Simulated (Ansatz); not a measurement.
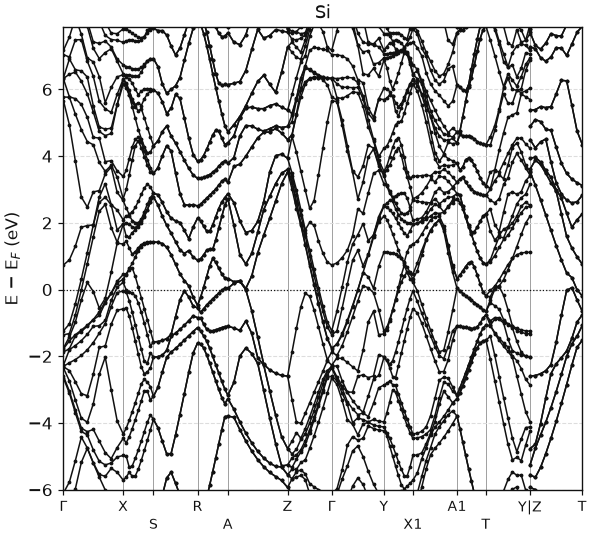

Band structure. Energies are counted from the Fermi level.

The material is Si, space group Cmce, 8 atoms in the primitive cell; a = 5.08 Å, b = 5.08 Å, c = 5.18 Å, α = 90.00°, β = 90.00°, γ = 61.00°.

Ansatz; LDA, Ansatz PAW, no spin polarisation, no spin-orbit coupling, 6×6×5 k mesh, 420 eV cutoff, Fermi-Dirac smearing of 0.05 eV.

> Does this material conduct, going by its bands?

A metal: bands cross the Fermi level along this path.

> Which levels at Y lie nearest to the Fermi level?

At Y the nearest levels lie 1.25 eV below and 1.12 eV above the Fermi level.

The PAW data sets were made with another functional. The cell is at −3 GPa in this functional. This isn't the form of Si at room conditions, which is diamond. Bands are joined in order of energy, so crossings between the computed points show as kinks or gaps. In reduced coordinates of the cell that was run, X is (0.337, −0.337, 0), S is (0, −0.5, 0), R is (0, −0.5, −0.5), A is (0.337, −0.337, −0.5), Z is (0, 0, −0.5), Y is (−0.5, −0.5, 0), X1 is (−0.337, −0.663, 0), A1 is (−0.337, −0.663, −0.5) and T is (−0.5, −0.5, −0.5).
